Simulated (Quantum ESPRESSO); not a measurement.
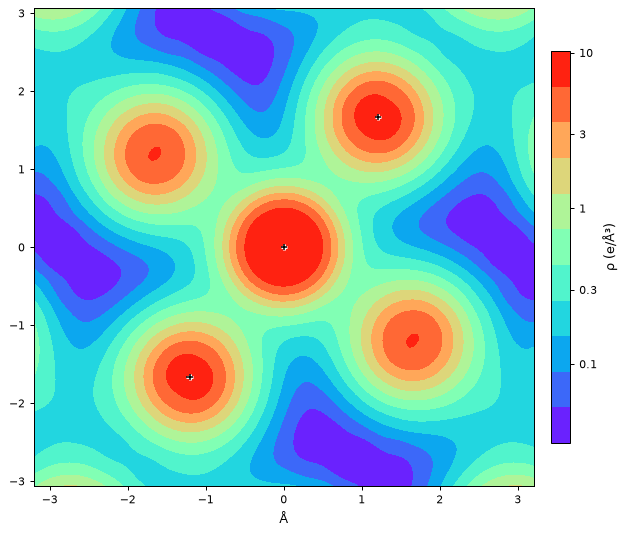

The valence electron density on a plane through atoms (crosses mark nuclei in the plane).

These are results of Kohn-Sham DFT of a periodic cell, PBEsol, GBRV 1.5 PBEsol in Quantum ESPRESSO, not measurements.

Candidates:
A. SnO2, a = 4.74 Å, b = 4.74 Å, c = 3.19 Å, α = 90.00°, β = 90.00°, γ = 90.00°. Space group P4₂/mnm; computed pressure about 5 GPa in this cell.
B. GaN, a = 4.51 Å, b = 4.51 Å, c = 4.51 Å, α = 90.00°, β = 90.00°, γ = 90.00°. Space group F-43m; a structure from a database of computed crystals, not necessarily the ambient phase.
C. HfO2, a = 5.12 Å, b = 5.12 Å, c = 5.12 Å, α = 90.00°, β = 90.00°, γ = 90.00°. Space group Fm-3m; computed pressure about −12 GPa in this cell.

> Which system is this?

Candidate A: SnO2 on the (111) plane of the conventional cell, which holds Sn and O. Sn–O (2.06 Å): ρ is about 0.66 e/Å³ halfway.
